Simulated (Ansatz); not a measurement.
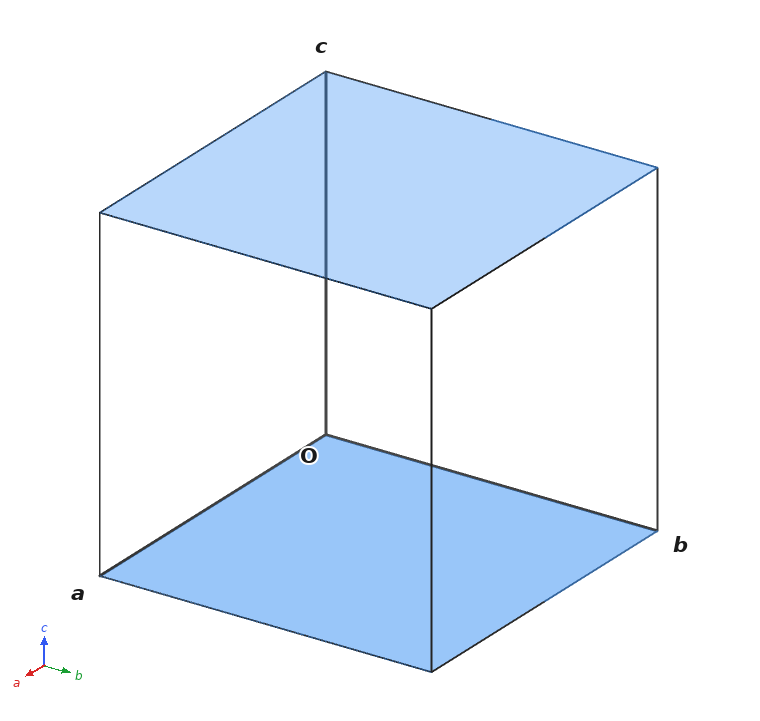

Crystal: Si, the geometry relaxed with Ansatz 0.2.0, DFT, r2SCAN, plane waves (500 eV) with PAW, scalar-relativistic; the starting structure was generated, so it need not be a known form of this composition. Every member of one family of equally spaced planes, hx + ky + lz = a whole number, that cuts the unit cell is shaded (one member passes through the origin O). Symmetry computed with spglib at a tolerance of 0.002 Å; standard conventional cell.

a = 4.844 Å, b = 4.844 Å, c = 4.844 Å, α = 90.00°, β = 90.00°, γ = 90.00°.

What are the Miller indices?

Answer. (0 0 1); the opposite sign names the same planes. The member next to the origin meets the axes a never, b never, c at 1.

What is the spacing?

Answer. d = 4.844 Å.
